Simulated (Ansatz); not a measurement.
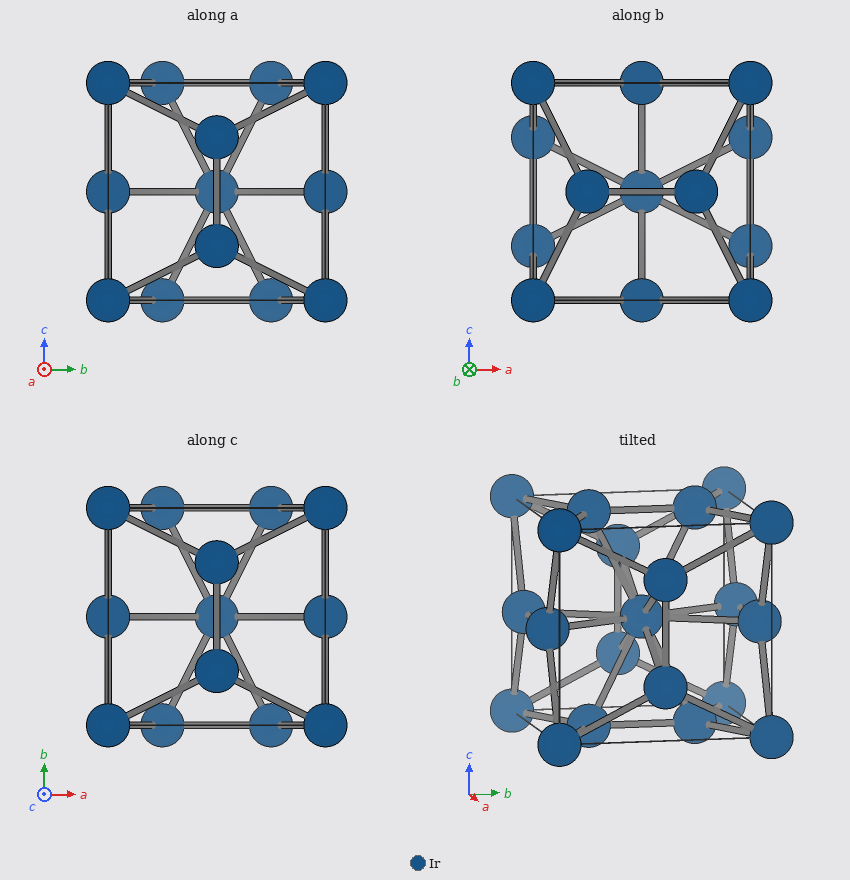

We look at a ball-and-stick model of the crystal along the a axis, along the b axis, along the c axis and slightly off an axis. The parallelepiped is the conventional unit cell.

Lattice parameters: a = 4.909 Å, b = 4.909 Å, c = 4.909 Å, α = 90.00°, β = 90.00°, γ = 90.00°. Put a along x and b in the xy plane.

> Convert the drawing into a POSCAR file.

```
Ir
1.0
     4.909    0.000    0.000
     0.000    4.909    0.000
     0.000    0.000    4.909
Ir
8
Direct
  0.0000 0.0000 0.0000
  0.5000 0.5000 0.5000
  0.2500 0.0000 0.5000
  0.7500 0.0000 0.5000
  0.5000 0.2500 0.0000
  0.5000 0.7500 0.0000
  0.0000 0.5000 0.2500
  0.0000 0.5000 0.7500
```

The cell started as a structure type filled with this element by a generator (whether the element takes this form wasn't checked). Earlier steps of the study may have refined or changed the cell and positions. A calculation with Ansatz used it as input.
